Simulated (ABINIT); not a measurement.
**Positron calculation, with input and output: HfN (part 2 of 2)**

Continued. System: HfN (Fm-3m, 2 atoms in the cell). Method: Kohn-Sham DFT of a periodic cell, PBE, JTH PAW PBE v2.0, no spin polarisation (ABINIT 10.8.3); cutoff 598.65 eV, 7×7×7 k-mesh, fermi-dirac of 0.05 eV. The structure derives from an entry of the Crystallography Open Database.

Geometry of the input (Å; fractional positions):
```
0.0000  2.2560  2.2560
2.2560  0.0000  2.2560
2.2560  2.2560  0.0000
Hf 0.0000  0.0000  0.0000
N  0.5000  0.5000  0.5000
```

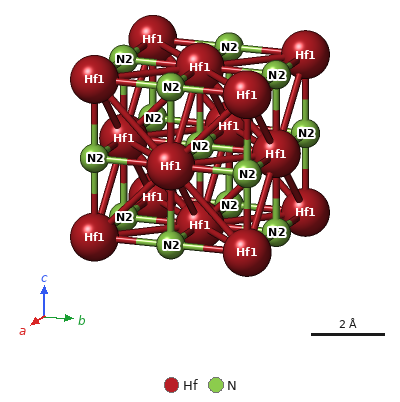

Figure 1. The structure (ball-and-stick view of the cell 4 times as large as that of the calculation, set on its symmetry axes, seen slightly off an axis; atoms are numbered from 1 in the order of the input).

## Log, continued
```
 cartesian coordinates (angstrom) at end:
    1      0.00000000000000     0.00000000000000     0.00000000000000
    2      2.25600000000000     2.25600000000000     2.25600000000000

 cartesian forces (hartree/bohr) at end:
    1     -0.00000000000000    -0.00000000000000    -0.00000000000000
    2     -0.00000000000000    -0.00000000000000    -0.00000000000000
 frms,max,avg= 0.0000000E+00 0.0000000E+00   0.000E+00  0.000E+00  0.000E+00 h/b

 cartesian forces (eV/Angstrom) at end:
    1     -0.00000000000000    -0.00000000000000    -0.00000000000000
    2     -0.00000000000000    -0.00000000000000    -0.00000000000000
 frms,max,avg= 0.0000000E+00 0.0000000E+00   0.000E+00  0.000E+00  0.000E+00 e/A
 length scales=  1.889726125908  1.889726125908  1.889726125908 bohr
              =  1.000000000000  1.000000000000  1.000000000000 angstroms
 Fermi (or HOMO) energy (hartree) =   0.09954   Average Vxc (hartree)=  -0.47341
 Eigenvalues (hartree) for nkpt=  20  k points:
 kpt#   1, nband= 13, wtk=  0.00292, kpt=  0.0000  0.0000  0.0000 (reduced coord)
  -2.21461   -1.05269   -1.05269   -1.05269   -0.55411   -0.02129   -0.02129   -0.02129
   0.07778    0.07778    0.07778    0.15735    0.16349
      occupation numbers for kpt#   1
   2.00000    2.00000    2.00000    2.00000    2.00000    2.00000    2.00000    2.00000
   1.99999    1.99999    1.99999    0.00000    0.00000
 prteigrs : prtvol=0 or 1, do not print more k-points.

--- !EnergyTerms
iteration_state     : {dtset: 1, }
comment             : Components of total free energy in Hartree
kinetic             :  1.13951720275590E+01
hartree             :  6.05988108724307E+00
xc                  : -1.18199637401452E+01
Ewald energy        : -5.31059376545141E+01
psp_core            :  1.05226017666266E+01
local_psp           : -4.39498933182108E+00
PAW spherical_terms : -1.88462018074545E+01
internal            : -6.01894376525062E+01
'-kT*entropy'       : -2.82679733361770E-04
total_energy        : -6.01897203322396E+01
total_energy_eV     : -1.63784572799815E+03
...

--- !EnergyTermsDC
iteration_state     : {dtset: 1, }
comment             : '"Double-counting" decomposition of free energy'
band_energy         : -1.24984314944065E+01
Ewald energy        : -5.31059376545141E+01
psp_core            :  1.05226017666266E+01
xc_dc               : -1.06480398427280E+01
PAW spherical_terms :  5.54036862685737E+00
internal            : -6.01894385981647E+01
'-kT*entropy'       : -2.82679733361770E-04
total_energy_dc     : -6.01897212778980E+01
total_energy_dc_eV  : -1.63784575373082E+03
...

--- !EnergyTermsWithPAWCore
iteration_state     : {dtset: 1, }
comment             : 'Components of total free energy, including PAW core contributions'
Total energy        : -1.51333714061480E+04
Total energy DC     : -1.51333714070936E+04
Total energy (eV)   : -4.11800014536577E+05
Total energy DC (eV): -4.11800014562310E+05
...

 Cartesian components of stress tensor (hartree/bohr^3)
  sigma(1 1)= -1.11394504E-04  sigma(3 2)=  0.00000000E+00
  sigma(2 2)= -1.11394504E-04  sigma(3 1)=  0.00000000E+00
  sigma(3 3)= -1.11394504E-04  sigma(2 1)=  0.00000000E+00

-Cartesian components of stress tensor (GPa)         [Pressure=  3.2773E+00 GPa]
- sigma(1 1)= -3.27733945E+00  sigma(3 2)=  0.00000000E+00
- sigma(2 2)= -3.27733945E+00  sigma(3 1)=  0.00000000E+00
- sigma(3 3)= -3.27733945E+00  sigma(2 1)=  0.00000000E+00

================================================================================
== DATASET  2 ==================================================================

--- !DatasetInfo
iteration_state: {dtset: 2, }
dimensions: {natom: 2, nkpt: 1, mband: 1, nsppol: 1, nspinor: 1, nspden: 1, mpw: 375, }
cutoff_energies: {ecut:  22.0, pawecutdg:  44.0, }
electrons: {nelect:   1.00000000E+00, charge:   0.00000000E+00, occopt:   2.00000000E+00, tsmear:   1.00000000E-02, }
meta: {optdriver: 0, ionmov: 0, optcell: 0, iscf: 17, paral_kgb: 0, }
...

 mkfilename : getden/=0, take file _DEN from output of DATASET   1.

 Exchange-correlation functional for the present dataset will be:
  GGA: Perdew-Burke-Ernzerhof functional - ixc=11
  J.P.Perdew, K.Burke, M.Ernzerhof, PRL 77, 3865 (1996)

 Real(R)+Recip(G) space primitive vectors, cartesian coordinates (Bohr,Bohr^-1):
 R(1)=  0.0000000  4.2632221  4.2632221  G(1)= -0.1172822  0.1172822  0.1172822
 R(2)=  4.2632221  0.0000000  4.2632221  G(2)=  0.1172822 -0.1172822  0.1172822
 R(3)=  4.2632221  4.2632221  0.0000000  G(3)=  0.1172822  0.1172822 -0.1172822
 Unit cell volume ucvol=  1.5496866E+02 bohr^3
 Angles (23,13,12)=  6.00000000E+01  6.00000000E+01  6.00000000E+01 degrees

 Coarse grid specifications (used for wave-functions):

 getcut: wavevector=  0.0000  0.0000  0.0000  ngfft=  27  27  27
         ecut(hartree)=     22.000   => boxcut(ratio)=   2.04543

 Fine grid specifications (used for densities):

 getcut: wavevector=  0.0000  0.0000  0.0000  ngfft=  40  40  40
         ecut(hartree)=     44.000   => boxcut(ratio)=   2.22185

 getcut : COMMENT -
  Note that boxcut > 2.2 ; recall that boxcut=Gcut(box)/Gcut(sphere) = 2
  is sufficient for exact treatment of convolution.
  Such a large boxcut is a waste : you could raise ecut
  e.g. ecut=   54.303000 Hartrees makes boxcut=2

--- Pseudopotential description ------------------------------------------------
- pspini: atom type   1  psp file is ./Hf.GGA_PBE-JTH.xml
 Pseudopotential format is: paw10
 basis_size (lnmax)=  6 (lmn_size= 18), orbitals=   0   0   1   1   2   2
 Spheres core radius: rc_sph= 2.41119446
 Shapefunction is SIN type: shapef(r)=[sin(pi*r/rshp)/(pi*r/rshp)]**2
 Radius for shape functions =  2.41119446
 Compensation charge density is not taken into account in XC energy/potential

- pspini: atom type   2  psp file is ./N.GGA_PBE-JTH.xml
 Pseudopotential format is: paw10
 basis_size (lnmax)=  4 (lmn_size=  8), orbitals=   0   0   1   1
 Spheres core radius: rc_sph= 1.20497474
 Shapefunction is SIN type: shapef(r)=[sin(pi*r/rshp)/(pi*r/rshp)]**2
 Radius for shape functions =  1.00243812
 Compensation charge density is not taken into account in XC energy/potential

--------------------------------------------------------------------------------

================================================================================

--- !BeginCycle
iteration_state: {dtset: 2, }
solver: {iscf: 17, nstep: 80, nline: 10, wfoptalg: 10, }
tolerances: {toldfe: 1.00E-07, }
...

     iter   Etot(hartree)      deltaE(h)  residm     nres2
 ETOT  1  -59.818971353927    -5.982E+01 1.698E+01 1.408E+00
 ETOT  2  -60.309853522841    -4.909E-01 4.566E-01 9.668E-02
 ETOT  3  -60.312573858935    -2.720E-03 4.401E-04 6.117E-02
 ETOT  4  -60.312583680488    -9.822E-06 7.940E-09 3.935E-03
 ETOT  5  -60.312583684356    -3.868E-09 1.943E-13 2.063E-04
 ETOT  6  -60.312583625546     5.881E-08 1.362E-16 2.632E-06

 At SCF step    6, etot is converged :
  for the second time, diff in etot=  5.881E-08 < toldfe=  1.000E-07

--- !ResultsGS
iteration_state: {dtset: 2, }
comment   : Summary of ground state results
lattice_vectors:
- [  0.0000000,   4.2632221,   4.2632221, ]
- [  4.2632221,   0.0000000,   4.2632221, ]
- [  4.2632221,   4.2632221,   0.0000000, ]
lattice_lengths: [   6.02911,    6.02911,    6.02911, ]
lattice_angles: [ 60.000,  60.000,  60.000, ] # degrees, (23, 13, 12)
lattice_volume:   1.5496866E+02
convergence: {deltae:  5.881E-08, res2:  2.632E-06, residm:  1.362E-16, diffor:  0.000E+00, }
etotal    :  -6.03125836E+01
entropy   :   0.00000000E+00
fermie    :  -1.22862635E-01
cartesian_stress_tensor: null
pressure_GPa: null
xred      :
- [  0.0000E+00,   0.0000E+00,   0.0000E+00, Hf]
- [  5.0000E-01,   5.0000E-01,   5.0000E-01,  N]
cartesian_forces: null
force_length_stats: {min: null, max: null, mean: null, }
...

 Integrated electronic density in atomic spheres:
 ------------------------------------------------
 Atom  Sphere_radius  Integrated_density
    1        2.41119          0.28487427
    2        1.20497          0.01235169

--------------------------------------------------------------------------------
 Results for electron-positron annihilation:

 # Zero-positron density limit of Arponen and Pajanne fitted by Sterne & Kaiser
   + GGA corrections
   Ref.: P.A. Sterne and J.H. Kaiser, Phys. Rev. B 43, 13892 (1991)
         B. Barbiellini, M.J. Puska, T. Torsti and R.M. Nieminen, Phys. Rev. B 51, 7341 (1995)
 # Enhancement factor of Sterne & Kaiser
   Ref.: P.A. Sterne and J.H. Kaiser, Phys. Rev. B 43, 13892 (1991)

 Positron lifetime                         (ps)   =  8.22647999E+01
 Positron lifetime with IPM for core elec. (ps)   =  9.03242552E+01
 Annihilation rate                         (ns-1) =  1.21558674E+01
 Annihilation rate with IPM for core elec. (ns-1) =  1.10712233E+01

 Annihilation rate core/valence decomposition:
   Core    contribution to ann.rate          (ns-1) =  3.93103458E+00
   Valence contribution to ann.rate          (ns-1) =  8.22483283E+00
   Core    contribution to ann.rate with IPM (ns-1) =  2.49196918E+00
   Valence contribution to ann.rate with IPM (ns-1) =  8.57925413E+00

 Annihilation rate PAW decomposition:
   Plane-wave contribution to ann.rate          (ns-1) =  1.20774795E+01
   Plane-wave valence contribution to ann.rate  (ns-1) =  8.20831272E+00
   On-site core contribution to ann.rate        (ns-1) =  6.18677893E-02
   On-site valence contribution to ann.rate     (ns-1) =  1.65201106E-02
   Plane-wave contribution to ann.rate with IPM (ns-1) =  1.09908422E+01
   Plane-wave core contrb. to ann.rate with IPM (ns-1) =  2.42085887E+00

      (*) IPM=Independent particle Model

================================================================================

 ----iterations are completed or convergence reached----

 Mean square residual over all n,k,spin=   13.620E-17; max=  13.620E-17
 reduced coordinates (array xred) for    2 atoms
       0.000000000000      0.000000000000      0.000000000000
       0.500000000000      0.500000000000      0.500000000000
 rms dE/dt=  0.0000E+00; max dE/dt=  0.0000E+00; dE/dt below (all hartree)
    1       0.000000000000      0.000000000000      0.000000000000
    2       0.000000000000      0.000000000000      0.000000000000

 cartesian coordinates (angstrom) at end:
    1      0.00000000000000     0.00000000000000     0.00000000000000
    2      2.25600000000000     2.25600000000000     2.25600000000000
 length scales=  1.889726125908  1.889726125908  1.889726125908 bohr
              =  1.000000000000  1.000000000000  1.000000000000 angstroms
 Fermi (or HOMO) energy (hartree) =  -0.12286   Average Vxc (hartree)=  -0.34579
 Eigenvalues (hartree) for nkpt=   1  k points:
 kpt#   1, nband=  1, wtk=  1.00000, kpt=  0.0000  0.0000  0.0000 (reduced coord)
  -0.12286

--- !EnergyTerms
iteration_state     : {dtset: 2, }
comment             : Components of total free energy in Hartree
kinetic             :  2.75324297966928E-01
local_psp           : -2.55611816961590E-01
PAW spherical_terms :  6.09264444191576E-03
positronic          :  2.58051254472574E-02
electronic          : -6.01897212778980E+01
electron_positron_interaction: -1.48413573786756E-01
total_energy        : -6.03123297262375E+01
total_energy_eV     : -1.64118209957561E+03
...

--- !EnergyTermsDC
iteration_state     : {dtset: 2, }
comment             : '"Double-counting" decomposition of free energy'
band_energy         : -1.22862634589847E-01
PAW spherical_terms :  0.00000000000000E+00
electron_positron_dc:  1.48413860729077E-01
positronic          :  2.55512261392295E-02
electronic          : -6.01897212778980E+01
electron_positron_interaction: -1.48413573786756E-01
total_energy_dc     : -6.03125836255455E+01
total_energy_dc_eV  : -1.64118900852775E+03
...

== END DATASET(S) ==============================================================
================================================================================

 -outvars: echo values of variables after computation  --------
            acell      1.8897261259E+00  1.8897261259E+00  1.8897261259E+00 Bohr
           etotal1    -6.0189721278E+01
           etotal2    -6.0312583626E+01
            fcart1    -0.0000000000E+00 -0.0000000000E+00 -0.0000000000E+00
                      -0.0000000000E+00 -0.0000000000E+00 -0.0000000000E+00
            fcart2     9.9999999999E+99  9.9999999999E+99  9.9999999999E+99
                       9.9999999999E+99  9.9999999999E+99  9.9999999999E+99
            rprim      0.0000000000E+00  2.2560000000E+00  2.2560000000E+00
                       2.2560000000E+00  0.0000000000E+00  2.2560000000E+00
                       2.2560000000E+00  2.2560000000E+00  0.0000000000E+00
           strten1    -1.1139450381E-04 -1.1139450381E-04 -1.1139450381E-04
                       0.0000000000E+00  0.0000000000E+00  0.0000000000E+00
           strten2     9.9999999999E+99  9.9999999999E+99  9.9999999999E+99
                       9.9999999999E+99  9.9999999999E+99  9.9999999999E+99
           xangst      0.0000000000E+00  0.0000000000E+00  0.0000000000E+00
                       2.2560000000E+00  2.2560000000E+00  2.2560000000E+00
             xred      0.0000000000E+00  0.0000000000E+00  0.0000000000E+00
                       5.0000000000E-01  5.0000000000E-01  5.0000000000E-01
 Calculation completed.
```

## Results in brief

| quantity | value |
| --- | --- |
| outcome | converged |
| space group (tolerance 0.01 Å) | Fm-3m (225) |
| electrons treated | 17 |
| free energy | −1637.8458 eV |
| positron lifetime (one of the program's estimates) | 82.3 ps |
| Fermi energy of the self-consistent step | 2.709 eV |
| gap on the k-point mesh | none (metallic) |
| pressure | 3.28 GPa |
| largest force (length of the vector) | under 0.001 eV/Å |
| hardware | 1 thread of Arm Neoverse V2, 24 GiB of memory available, shared host |
| wall time | 8.3 s |
| peak memory | 0.1 GiB |

Points of doubt noted for this run: cutoff too low for stress; PAW basis incomplete for positron. Spin–orbit coupling is left out, which matters for Hf. The cell holds an odd number of electrons but the run has no spin polarisation, so it comes out as a metal.
